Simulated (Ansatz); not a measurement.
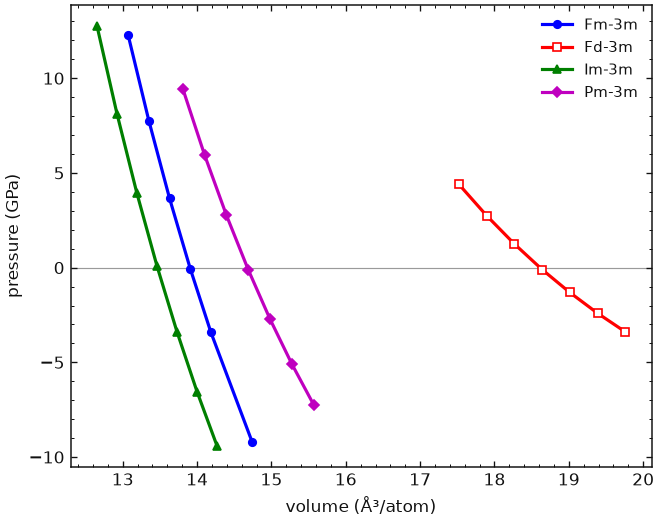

The figure shows the pressure against volume, with one curve for each structure, for V.

Method: equation of state of a cubic crystal from periodic Kohn-Sham density functional theory without spin, third-order Birch-Murnaghan fit to the free energies; pressure corrected for the finite basis (Ansatz 0.2.0 development build). Level: PBE.

```tsv
setting	value
occupation method	Fermi–Dirac
occupation width	0.06123 eV
wave cutoff	420 eV
datasets	soft-1 PAW
density tolerance	1e-07 eV
density cutoff ratio	4
search for lower states	default
```

Settings that differ: Fm-3m: k mesh 25×25×25, atoms in cell 1, lattice centring face-centred primitive, space group number 225, structure type fcc; Fd-3m: k mesh 35×35×35, atoms in cell 2, lattice centring face-centred primitive, space group number 227, structure type diamond; Im-3m: k mesh 51×51×51, atoms in cell 1, lattice centring body-centred primitive, space group number 229, structure type bcc; Pm-3m: k mesh 22×22×22, atoms in cell 1, lattice centring simple cubic, space group number 221, structure type simple cubic.

Question: Order the curves by fitted equilibrium volume, smallest first.

Answer: Im-3m 13.47, Fm-3m 13.90, Pm-3m 14.68, Fd-3m 18.61 Å³/atom.

Question: Order the curves by fitted bulk modulus, smallest first.

Answer: Fd-3m 64, Pm-3m 138, Fm-3m 177, Im-3m 182 GPa.

Caveats: cubic model structure, not the ambient form (Fm-3m, Fd-3m, Pm-3m); modest k-mesh, values are not fully converged in k (Pm-3m); no spin polarisation, a magnetic state may lie lower (Fd-3m).

The computed values:

Fm-3m:
```csv
volume (Å³/atom),pressure (GPa)
13.07,12.3
13.35,7.8
13.63,3.7
13.91,-0.1
14.19,-3.4
14.74,-9.2
```

Fd-3m:
```csv
volume (Å³/atom),pressure (GPa)
17.52,4.395
17.89,2.743
18.27,1.250
18.64,-0.100
19.01,-1.312
19.39,-2.406
19.76,-3.390
```

Im-3m:
```csv
volume (Å³/atom),pressure (GPa)
12.65,12.8
12.92,8.1
13.19,3.9
13.46,0.1
13.73,-3.4
14.00,-6.5
14.27,-9.4
```

Pm-3m:
```csv
volume (Å³/atom),pressure (GPa)
13.81,9.5
14.10,6.0
14.39,2.8
14.69,-0.1
14.98,-2.7
15.28,-5.1
15.57,-7.2
```
